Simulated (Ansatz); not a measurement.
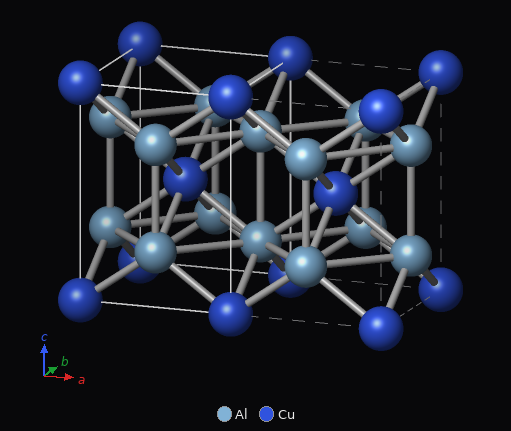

The figure gives a ball-and-stick picture of the atoms, viewed slightly off an axis. A 2×1×1 array of cells is drawn; the conventional unit cell has the solid edges.

Describe the arrangement of the atoms.

- Its composition is Al2Cu.
- The atoms follow space group Immm (No. 71); the Bravais lattice is body-centred orthorhombic.
- Atoms per cell: 6 (4 Al, 2 Cu).
- Numbers of contacts at bonding distance: Al 10 and Cu 8.

The model was built from a structure listed in the Materials Project. It was relaxed with Ansatz 0.2.0, DFT PBEsol, scalar-relativistic, plane waves, PAW under a constraint or pressure on the cell, so some stress remains.
